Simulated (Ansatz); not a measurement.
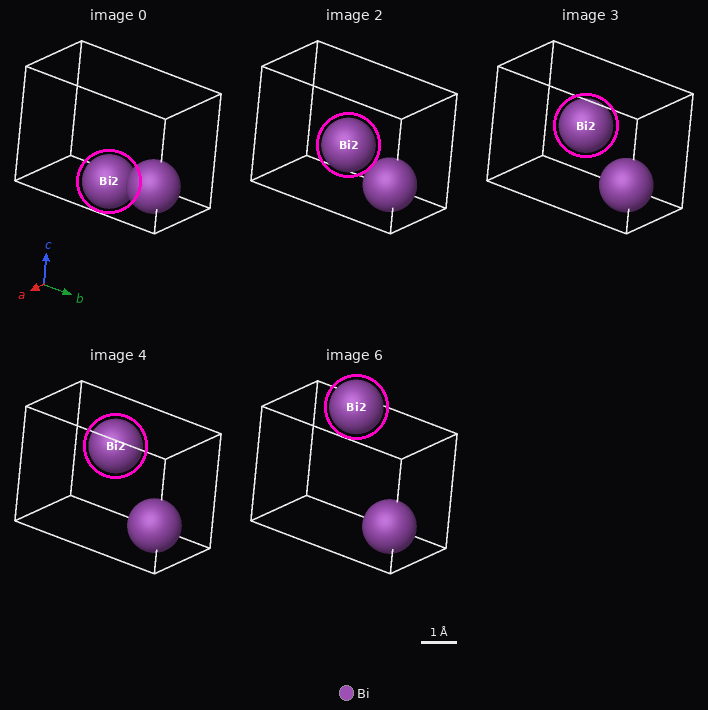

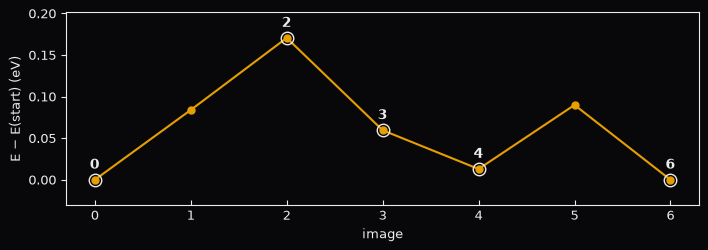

A nudged-elastic-band calculation for a 2-atom cell of Bi (set up in C2/m). Images are numbered from 0 (start) to 6 (end). A spheres-only model of the simulation cell (origin moved), seen slightly off an axis. The moving atom is ringed, with any periodic copies.

These are results of DFT, PBE, PAW with Ansatz's default frozen-core files, scalar-relativistic in Ansatz, not measurements.

Input file:
```yaml
crystal:
  lattice:
    - [3.488598, -3.132578, 0.0]
    - [3.488598, 3.132578, 0.0]
    - [-1.260235, 0.0, 3.11355]
  atoms:
    - { symbol: Bi, position: [0.246939, 0.246939, 0.142618] }
    - { symbol: Bi, position: [0.753061, 0.753061, 0.857382] }
kpoints:
  mp_grid: { grid: [5, 5, 7] }
scf:
  occupations: { method: fermi_dirac, width: 0.05 }
hamiltonian:
  xc: pbe
  pseudopotentials: { kind: paw }
output:
  forces: true
neb:
  images: 5
  f_tol: 0.05
  max_iterations: 40
  relax_end_points: true
  final_atoms:
    - { symbol: Bi, position: [0.246939, 0.246939, 0.142618] }
    - { symbol: Bi, position: [0.753061, 0.753061, 1.857382] }
```

Run as
```bash
ansatz run input.yaml --threads 4 --pin off --max-ram 4096MiB --backend cpu --events-out ev --progress --plain --runs-dir out
```

### Describe the mechanism and the energy profile.

The two ends have the same energy, and the highest point, image 2, lies 0.171 eV above the start. The profile has 2 maxima (images 2, 5) with a dip at image 4 (+0.013 eV), so the process runs in steps. The path has more than one stage, and so few images may leave a stage unresolved. A Bi atom travels furthest, 3.36 Å from end to end, along +c, on a straight line. At the highest image its nearest neighbour (Bi) is 3.13 Å away, against 3.18 Å at the start, and the surrounding atoms stand up to 0.05 Å off the mean of their end positions. The band converged in 4 iterations. The largest component of the band force went from 0.23 to 0.02 eV/Å. The climbing image converged on the top of the path. Its curvatures weren't checked.

The run took about 12 core-minutes on a shared host.
